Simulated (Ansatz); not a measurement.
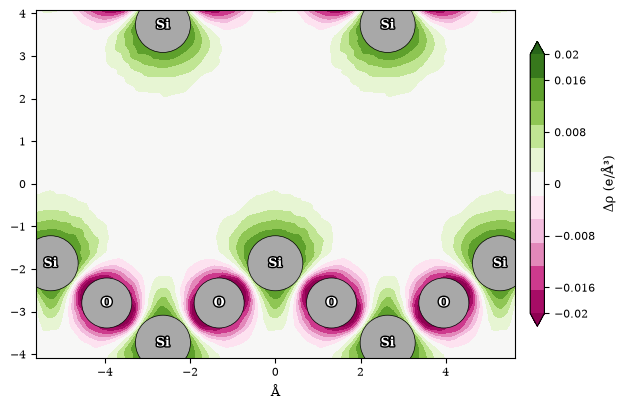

SiO2. Difference of the valence pseudo-densities of two functionals at the same geometry, on the (101̄) plane of the calculation cell: PBE less r2SCAN.

Both computed with Ansatz (plane waves, PAW), on the same k-point mesh. Grey discs cover the atomic cores.

```yaml
crystal:
  lattice:
    - [0.00000, 3.73037, 3.73037]
    - [3.73037, 0.00000, 3.73037]
    - [3.73037, 3.73037, 0.00000]
  atoms:
    - { symbol: Si, position: [0.50000, 0.50000, 0.50000] }
    - { symbol: Si, position: [0.75000, 0.75000, 0.75000] }
    - { symbol: O, position: [0.62500, 0.62500, 0.62500] }
    - { symbol: O, position: [0.12500, 0.62500, 0.62500] }
    - { symbol: O, position: [0.62500, 0.62500, 0.12500] }
    - { symbol: O, position: [0.62500, 0.12500, 0.62500] }
```

**What does the difference map show?**

Against r2SCAN, PBE gives less density around O (−0.013 e/Å³ on average at 0.7 Å from the nucleus) and a change of −0.009 e/Å³ at the midpoint of Si–O.
